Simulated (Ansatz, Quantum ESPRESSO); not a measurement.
# Evanescent states of GaP, zinc blende type, lattice constant set to 5.29 Å, part 2 of 4

How good a tunnel barrier is GaP, zinc blende type, lattice constant set to 5.29 Å?

Quantum ESPRESSO 7.5; plane-wave DFT, PBE, SG15 norm-conserving pseudopotentials; cross-check by Ansatz 0.2.0 with PAW datasets.

So far. Step 2 (SCF with pw.x): The run needed 9 iterations to bring the estimated error under 1e-09 Ry.

### Step 3. Complex bands with pwcond.x

Level of this step: complex band structure by pwcond; plane-wave DFT, PBE, SG15 norm-conserving pseudopotentials (Quantum ESPRESSO).

ikind = 0 solves one period of the crystal for all kz, real and complex, at each energy and k across. ewind and epsproj trim the two-dimensional plane-wave basis; nz1 sets the subslabs.

File cbs.in:

```
&inputcond
  outdir = './out'
  prefixl = 'scf'
  band_file = 'cbs'
  ikind = 0
  ewind = 4.0
  epsproj = 1e-05
  nz1 = 7
  energy0 = 4.48
  denergy = -0.16
/
4
  0.00000000 0.00000000 1.00000000
  0.50000000 0.00000000 1.00000000
  0.50000000 0.50000000 1.00000000
  0.25000000 0.00000000 1.00000000
41
```

Launch:

```sh
$ OMP_NUM_THREADS=1 mpirun -n 2 pwcond.x -in cbs.in > cbs.out
```

The log of the run:

```text
[banner, memory and clock lines left out]
Program PWCOND v.7.5 starts

          URL

     ./out/scf.save/

     IMPORTANT: XC functional enforced from input :
     Exchange-correlation= PBE
                           (   1   4   3   4   0   0   0)
     Any further DFT definition will be discarded
     Please, verify this is what you really want

     Reading collected, re-writing distributed wavefunctions

===== INPUT FILE containing the left lead =====

     GEOMETRY:

     lattice parameter (alat)  =       7.0687  a.u.
     the volume                =     499.4978 (a.u.)^3
     the cross section         =      49.9665 (a.u.)^2
     l of the unit cell        =       1.4142 (alat)
     number of atoms/cell      =            4
     number of atomic types    =            2

     crystal axes: (cart. coord. in units of alat)
               a(1) = (  1.0000  0.0000  0.0000 )
               a(2) = (  0.0000  1.0000  0.0000 )
               a(3) = (  0.0000  0.0000  1.4142 )

   Cartesian axes

     site n.     atom                  positions (alat units)
          1        Ga     tau(  1)=(  0.0000  0.0000  1.4142  )
          2        P      tau(  2)=(  0.5000  0.0000  0.3536  )
          3        Ga     tau(  3)=(  0.5000  0.5000  0.7071  )
          4        P      tau(  4)=(  0.0000  0.5000  1.0607  )

     nr1s                      =           36
     nr2s                      =           36
     nr3s                      =           50
     nr1sx                     =           36
     nr2sx                     =           36
     nr3sx                     =           50
     nr1                       =           36
     nr2                       =           36
     nr3                       =           50
     nr1x                      =           36
     nr2x                      =           36
     nr3x                      =           50

 _______________________________
  Radii of nonlocal spheres:

     type       ibeta     ang. mom.          radius (alat units)
       Ga         1         0                    0.3310
       Ga         2         0                    0.3197
       Ga         3         1                    0.3452
       Ga         4         1                    0.3339
       Ga         5         2                    0.2645
       Ga         6         2                    0.2730
       P          1         0                    0.3438
       P          2         0                    0.3523
       P          3         1                    0.2433
       P          4         1                    0.2363
----- General information -----

----- Complex band structure calculation -----

     nrx                       =           36
     nry                       =           36
     nz1                       =            7

     energy0               =         4.5E+00
     denergy               =        -1.6E-01
     nenergy               =         41
     ecut2d                =         6.0E+01
     ewind                 =         4.0E+00
     epsproj               =         1.0E-05

     number of k_|| points=    4
                       cryst. coord.
        k(    1) = (   0.0000000   0.0000000), wk =   0.2500000
        k(    2) = (   0.5000000   0.0000000), wk =   0.2500000
        k(    3) = (   0.5000000   0.5000000), wk =   0.2500000
        k(    4) = (   0.2500000   0.0000000), wk =   0.2500000
----- Information about left lead -----

     nocros                   =           18
     noins                    =           34
     norb                     =           70
     norbf                    =           70
     nrz                      =           50

      iorb      type   ibeta   ang. mom.   m       position (alat)
        1        1       1        0        1   taunew(   1)=(  0.0000  0.0000  0.0000)
        2        1       2        0        1   taunew(   2)=(  0.0000  0.0000  0.0000)
        3        1       3        1        1   taunew(   3)=(  0.0000  0.0000  0.0000)
        4        1       3        1        2   taunew(   4)=(  0.0000  0.0000  0.0000)
        5        1       3        1        3   taunew(   5)=(  0.0000  0.0000  0.0000)
        6        1       4        1        1   taunew(   6)=(  0.0000  0.0000  0.0000)
        7        1       4        1        2   taunew(   7)=(  0.0000  0.0000  0.0000)
        8        1       4        1        3   taunew(   8)=(  0.0000  0.0000  0.0000)
        9        1       5        2        1   taunew(   9)=(  0.0000  0.0000  0.0000)
       10        1       5        2        2   taunew(  10)=(  0.0000  0.0000  0.0000)
       11        1       5        2        3   taunew(  11)=(  0.0000  0.0000  0.0000)
       12        1       5        2        4   taunew(  12)=(  0.0000  0.0000  0.0000)
       13        1       5        2        5   taunew(  13)=(  0.0000  0.0000  0.0000)
       14        1       6        2        1   taunew(  14)=(  0.0000  0.0000  0.0000)
       15        1       6        2        2   taunew(  15)=(  0.0000  0.0000  0.0000)
       16        1       6        2        3   taunew(  16)=(  0.0000  0.0000  0.0000)
       17        1       6        2        4   taunew(  17)=(  0.0000  0.0000  0.0000)
       18        1       6        2        5   taunew(  18)=(  0.0000  0.0000  0.0000)
       19        2       1        0        1   taunew(  19)=(  0.5000  0.0000  0.3536)
       20        2       2        0        1   taunew(  20)=(  0.5000  0.0000  0.3536)
       21        2       3        1        1   taunew(  21)=(  0.5000  0.0000  0.3536)
       22        2       3        1        2   taunew(  22)=(  0.5000  0.0000  0.3536)
       23        2       3        1        3   taunew(  23)=(  0.5000  0.0000  0.3536)
       24        2       4        1        1   taunew(  24)=(  0.5000  0.0000  0.3536)
       25        2       4        1        2   taunew(  25)=(  0.5000  0.0000  0.3536)
       26        2       4        1        3   taunew(  26)=(  0.5000  0.0000  0.3536)
       27        1       1        0        1   taunew(  27)=(  0.5000  0.5000  0.7071)
       28        1       2        0        1   taunew(  28)=(  0.5000  0.5000  0.7071)
       29        1       3        1        1   taunew(  29)=(  0.5000  0.5000  0.7071)
       30        1       3        1        2   taunew(  30)=(  0.5000  0.5000  0.7071)
       31        1       3        1        3   taunew(  31)=(  0.5000  0.5000  0.7071)
       32        1       4        1        1   taunew(  32)=(  0.5000  0.5000  0.7071)
       33        1       4        1        2   taunew(  33)=(  0.5000  0.5000  0.7071)
       34        1       4        1        3   taunew(  34)=(  0.5000  0.5000  0.7071)
[...]
59        1       4        1        2   taunew(  59)=(  0.0000  0.0000  1.4142)
       60        1       4        1        3   taunew(  60)=(  0.0000  0.0000  1.4142)
       61        1       5        2        1   taunew(  61)=(  0.0000  0.0000  1.4142)
       62        1       5        2        2   taunew(  62)=(  0.0000  0.0000  1.4142)
       63        1       5        2        3   taunew(  63)=(  0.0000  0.0000  1.4142)
       64        1       5        2        4   taunew(  64)=(  0.0000  0.0000  1.4142)
       65        1       5        2        5   taunew(  65)=(  0.0000  0.0000  1.4142)
       66        1       6        2        1   taunew(  66)=(  0.0000  0.0000  1.4142)
       67        1       6        2        2   taunew(  67)=(  0.0000  0.0000  1.4142)
       68        1       6        2        3   taunew(  68)=(  0.0000  0.0000  1.4142)
       69        1       6        2        4   taunew(  69)=(  0.0000  0.0000  1.4142)
       70        1       6        2        5   taunew(  70)=(  0.0000  0.0000  1.4142)
    k slab    z(k)  z(k+1)     crossing(iorb=1,norb)
    1   0.0000 0.0283 0.0283   1111111111111111111100000000000000000000000000000000000000000000000000
    2   0.0283 0.0566 0.0283   1111111111111111111100000000000000000000000000000000000000000000000000
    3   0.0566 0.0849 0.0283   1111111111111111111100000000000000000000000000000000000000000000000000
    4   0.0849 0.1131 0.0283   1111111111111111111111100000000000000000000000000000000000000000000000
    5   0.1131 0.1414 0.0283   1111111111111111111111111100000000000000000000000000000000000000000000
    6   0.1414 0.1697 0.0283   1111111111111111111111111100000000000000000000000000000000000000000000
    7   0.1697 0.1980 0.0283   1111111111111111111111111100000000000000000000000000000000000000000000
    8   0.1980 0.2263 0.0283   1111111111111111111111111100000000000000000000000000000000000000000000
    9   0.2263 0.2546 0.0283   1111111111111111111111111100000000000000000000000000000000000000000000
   10   0.2546 0.2828 0.0283   1111111111111111111111111100000000000000000000000000000000000000000000
   11   0.2828 0.3111 0.0283   1111111100000000001111111100000000000000000000000000000000000000000000
   12   0.3111 0.3394 0.0283   1111111100000000001111111100000000000000000000000000000000000000000000
   13   0.3394 0.3677 0.0283   0011100000000000001111111100111000000000000000000000000000000000000000
   14   0.3677 0.3960 0.0283   0000000000000000001111111111111111000000000000000000000000000000000000
   15   0.3960 0.4243 0.0283   0000000000000000001111111111111111000000000000000000000000000000000000
   16   0.4243 0.4525 0.0283   0000000000000000001111111111111111111111111100000000000000000000000000
   17   0.4525 0.4808 0.0283   0000000000000000001111111111111111111111111100000000000000000000000000
   18   0.4808 0.5091 0.0283   0000000000000000001111111111111111111111111100000000000000000000000000
   19   0.5091 0.5374 0.0283   0000000000000000001111111111111111111111111100000000000000000000000000
   20   0.5374 0.5657 0.0283   0000000000000000001111111111111111111111111100000000000000000000000000
   21   0.5657 0.5940 0.0283   0000000000000000001111111111111111111111111100000000000000000000000000
   22   0.5940 0.6223 0.0283   0000000000000000001111100011111111111111111100000000000000000000000000
   23   0.6223 0.6505 0.0283   0000000000000000001100000011111111111111111100000000000000000000000000
   24   0.6505 0.6788 0.0283   0000000000000000001100000011111111111111111100000000000000000000000000
   25   0.6788 0.7071 0.0283   0000000000000000001100000011111111111111111100000000000000000000000000
   26   0.7071 0.7354 0.0283   0000000000000000000000000011111111111111111111000000000000000000000000
   27   0.7354 0.7637 0.0283   0000000000000000000000000011111111111111111111000000000000000000000000
   28   0.7637 0.7920 0.0283   0000000000000000000000000011111111111111111111000000000000000000000000
   29   0.7920 0.8202 0.0283   0000000000000000000000000011111111111111111111111000000000000000000000
   30   0.8202 0.8485 0.0283   0000000000000000000000000011111111111111111111111111000000000000000000
   31   0.8485 0.8768 0.0283   0000000000000000000000000011111111111111111111111111000000000000000000
   32   0.8768 0.9051 0.0283   0000000000000000000000000011111111111111111111111111000000000000000000
   33   0.9051 0.9334 0.0283   0000000000000000000000000011111111111111111111111111000000000000000000
   34   0.9334 0.9617 0.0283   0000000000000000000000000011111111111111111111111111000000000000000000
   35   0.9617 0.9899 0.0283   0000000000000000000000000011111111111111111111111111000000000000000000
   36   0.9899 1.0182 0.0283   0000000000000000000000000011111111000000000011111111000000000000000000
   37   1.0182 1.0465 0.0283   0000000000000000000000000011111111000000000011111111000000000000000000
   38   1.0465 1.0748 0.0283   0000000000000000000000000000111000000000000011111111001110000000000000
   39   1.0748 1.1031 0.0283   0000000000000000000000000000000000000000000011111111111111110000000000
   40   1.1031 1.1314 0.0283   0000000000000000000000000000000000000000000011111111111111110000000000
   41   1.1314 1.1597 0.0283   0000000000000000000000000000000000000000000011111111111111111111111111
   42   1.1597 1.1879 0.0283   0000000000000000000000000000000000000000000011111111111111111111111111
   43   1.1879 1.2162 0.0283   0000000000000000000000000000000000000000000011111111111111111111111111
   44   1.2162 1.2445 0.0283   0000000000000000000000000000000000000000000011111111111111111111111111
   45   1.2445 1.2728 0.0283   0000000000000000000000000000000000000000000011111111111111111111111111
   46   1.2728 1.3011 0.0283   0000000000000000000000000000000000000000000011111111111111111111111111
   47   1.3011 1.3294 0.0283   0000000000000000000000000000000000000000000011111000111111111111111111
   48   1.3294 1.3576 0.0283   0000000000000000000000000000000000000000000011000000111111111111111111
   49   1.3576 1.3859 0.0283   0000000000000000000000000000000000000000000011000000111111111111111111
   50   1.3859 1.4142 0.0283   0000000000000000000000000000000000000000000011000000111111111111111111
 ngper, shell number =          241          35
 ngper, n2d =          241         241
---  E-Ef =    4.4800000  k =    0.0000000   0.0000000
---  ie =          1  ik =          1
 Nchannels of the left tip =            2
 Right moving states:
   k1(2pi/a)   k2(2pi/a)   E-Ef (eV)
   0.1838734   0.0000000   4.4800000
   0.1838734   0.0000000   4.4800000
 Left moving states:
   k1(2pi/a)   k2(2pi/a)   E-Ef (eV)
  -0.1838734   0.0000000   4.4800000
  -0.1838734   0.0000000   4.4800000

---  E-Ef =    4.3200000  k =    0.0000000   0.0000000
---  ie =          2  ik =          1
 Nchannels of the left tip =            4
 Right moving states:
   k1(2pi/a)   k2(2pi/a)   E-Ef (eV)
   0.1560811   0.0000000   4.3200000
   0.1560811   0.0000000   4.3200000
   0.3428367   0.0000000   4.3200000
  -0.3908011   0.0000000   4.3200000
 Left moving states:
   k1(2pi/a)   k2(2pi/a)   E-Ef (eV)
  -0.1560811   0.0000000   4.3200000
  -0.1560811   0.0000000   4.3200000
  -0.3428367  -0.0000000   4.3200000
   0.3908012  -0.0000000   4.3200000
[... further energies and points left out ...]
---  E-Ef =   -1.7600000  k =    0.2500000   0.0000000
---  ie =         40  ik =          4
 Nchannels of the left tip =            2
 Right moving states:
   k1(2pi/a)   k2(2pi/a)   E-Ef (eV)
   0.4544003   0.0000000  -1.7600000
  -0.4883895   0.0000000  -1.7600000
 Left moving states:
   k1(2pi/a)   k2(2pi/a)   E-Ef (eV)
  -0.4544003   0.0000000  -1.7600000
   0.4883895   0.0000000  -1.7600000

---  E-Ef =   -1.9200000  k =    0.2500000   0.0000000
---  ie =         41  ik =          4
 Nchannels of the left tip =            2
 Right moving states:
   k1(2pi/a)   k2(2pi/a)   E-Ef (eV)
   0.4015503   0.0000000  -1.9200000
   0.4893269   0.0000000  -1.9200000
 Left moving states:
   k1(2pi/a)   k2(2pi/a)   E-Ef (eV)
  -0.4015503   0.0000000  -1.9200000
  -0.4893269   0.0000000  -1.9200000

Note: The following floating-point exceptions are signalling: IEEE_UNDERFLOW_FLAG
Note: The following floating-point exceptions are signalling: IEEE_UNDERFLOW_FLAG
```

Wall time 15 min (2 MPI ranks of Arm Neoverse V2, shared host); peak memory 0.22 GiB; 29 min of CPU time.

Numbers from this step:

```
peak of the smallest κ at the zone centre : 0.155 Å⁻¹
energy of the peak at the zone centre     : 1.28 eV
peak of the smallest κ at (1/2, 0)        : 0.198 Å⁻¹
peak of the smallest κ at (1/4, 0)        : 0.204 Å⁻¹
```

K across = (0, 0) in the cell's reciprocal vectors; values within 0.0025 1/Å of each other count once, columns are sorted by size at each energy, a dash where no further value was kept. Table of Im kz of the slowest decaying states by energy, zero at the highest filled level of the SCF mesh:

```
energy (eV)  decay 1 (Å⁻¹)  decay 2 (Å⁻¹)  decay 3 (Å⁻¹)
      -1.92          0.916           1.66           2.05
      -1.44          0.845           1.63           2.00
      -0.96           0.77           1.60           1.94
      -0.48          0.688           1.56           1.89
       0.00          0.008          0.012          0.596
       0.48          0.121          0.189          0.487
       0.96           0.15          0.242          0.346
       1.60          0.085          0.151          0.269
       2.08          0.123          0.267           1.38
       2.56          0.023           0.25           1.34
       3.04          0.213           1.30           1.50
       3.52          0.035          0.146           1.26
       4.00          0.117           1.23           1.39
       4.48          0.076          0.223           1.19
```

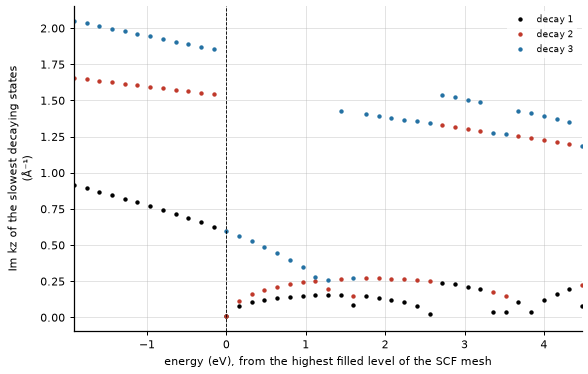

Im kz of the slowest decaying states, plotted against energy.

K across = (0, 0) in the cell's reciprocal vectors. Table of Re kz of states that move upwards by energy, zero at the highest filled level of the SCF mesh:

| energy (eV) | channel 1 (Å⁻¹) | channel 2 (Å⁻¹) | channel 3 (Å⁻¹) | channel 4 (Å⁻¹) |
| --- | --- | --- | --- | --- |
| -1.440 | -0.469 | -0.469 | -0.290 | - |
| -0.960 | -0.350 | -0.350 | -0.221 | - |
| -0.480 | -0.226 | -0.226 | -0.145 | - |
| 0.000 | - | - | - | - |
| 0.480 | - | - | - | - |
| 0.960 | - | - | - | - |
| 1.440 | -0.0611 | 0.235 | - | - |
| 1.920 | 0.139 | 0.536 | - | - |
| 2.560 | -0.448 | 0.326 | - | - |
| 3.040 | -0.314 | 0.152 | 0.430 | - |
| 3.520 | 0.523 | - | - | - |
| 4.000 | -0.567 | 0.0995 | 0.0995 | 0.307 |

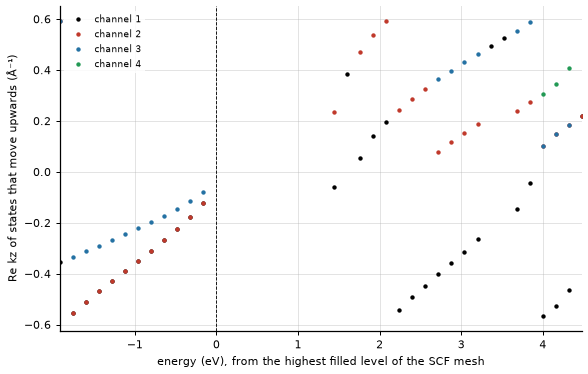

Re kz of states that move upwards, plotted against energy.

K across = (1/2, 0) in the cell's reciprocal vectors; values within 0.0025 1/Å of each other count once, columns are sorted by size at each energy, a dash where no further value was kept. The Im kz of the slowest decaying states by energy, zero at the highest filled level of the SCF mesh:

```
energy (eV)  decay 1 (Å⁻¹)  decay 2 (Å⁻¹)  decay 3 (Å⁻¹)
     -1.440          0.316           1.14           1.98
     -0.960          0.114          0.464           1.08
     -0.480          0.169          0.585           1.02
      0.000          0.193          0.626          0.961
      0.480          0.198          0.636          0.895
      0.960          0.185           0.63          0.825
      1.440          0.148          0.611           0.75
      1.920          0.037          0.583          0.668
      2.560           0.53          0.537           1.67
      3.040          0.398          0.477           1.63
      3.520          0.214          0.411           1.59
      4.000          0.208          0.322           1.55
```

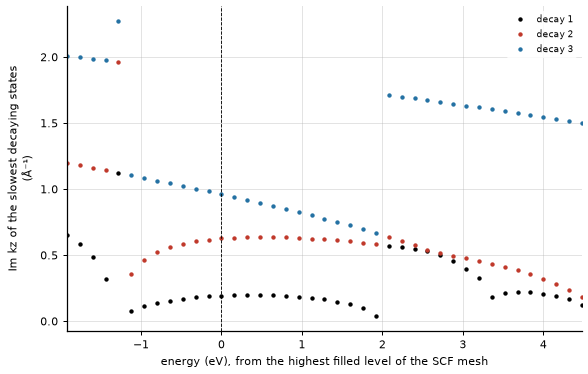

Im kz of the slowest decaying states against energy.

K across = (1/2, 1/2) in the cell's reciprocal vectors; values within 0.0025 1/Å of each other count once, columns are sorted by size at each energy, a dash where no further value was kept. Im kz of the slowest decaying states against energy, zero at the highest filled level of the SCF mesh:

```
energy (eV)  decay 1 (Å⁻¹)  decay 2 (Å⁻¹)  decay 3 (Å⁻¹)
      -1.92          0.277           0.28           1.89
      -1.60          0.293           1.87           2.07
      -1.12            0.3          0.303           1.85
      -0.80          0.297          0.302           1.83
      -0.48          0.288          0.297           1.82
       0.00          0.264          0.279           1.80
       0.32          0.241           0.26           1.78
       0.64           0.21          0.236           1.76
       1.12           0.14          0.183           1.74
       1.44          0.029          0.128           1.72
       1.92           1.69           1.85           1.94
       2.24           1.68           1.83           1.91
       2.56           1.66           1.81           1.88
       3.04           1.63           1.77           1.83
       3.36           1.61           1.75           1.80
       3.68           1.59           1.73           1.77
       4.16           1.55           1.69           1.72
       4.48           1.53           1.67           1.69
```

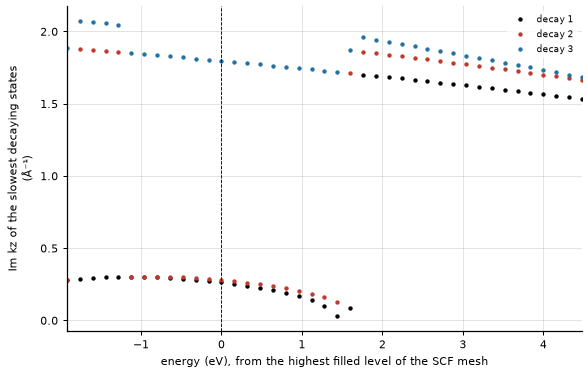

Im kz of the slowest decaying states, plotted against energy.

K across = (1/4, 0) in the cell's reciprocal vectors; values within 0.0025 1/Å of each other count once, columns are sorted by size at each energy, a dash where no further value was kept. Table of Im kz of the slowest decaying states by energy, zero at the highest filled level of the SCF mesh:

```csv
energy (eV),decay 1 (Å⁻¹),decay 2 (Å⁻¹),decay 3 (Å⁻¹)
-1.440,0.929,1.31,1.37
-0.960,0.86,1.26,1.32
-0.480,0.116,0.787,1.21
0.000,0.174,0.216,0.709
0.480,0.199,0.324,0.622
0.960,0.204,0.384,0.523
1.440,0.191,0.4,0.42
1.920,0.154,0.205,0.44
2.560,0.444,0.806,0.844
3.040,0.081,0.427,0.731
3.520,0.038,0.148,0.383
4.000,0.076,0.139,0.284
```

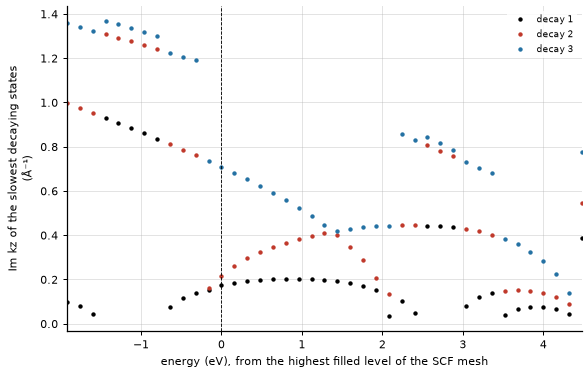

Im kz of the slowest decaying states, plotted against energy.

[end of part 2 of 4]

[Logs are printed without paths, hosts, clocks, repeated set-up lines and the standing remarks that a program may print on its own settings, such as how far it seeks lower states.]

[Hosts, paths, dates, database ids (printed as entryN), source tags and the programs' standing remarks are cut or masked in the printed files.]

[Maps of the electrostatic potential energy from Ansatz leave out the sawtooth potential of an applied field or a dipole correction, so their vacuum need not be flat; planar profiles and work functions include it.]
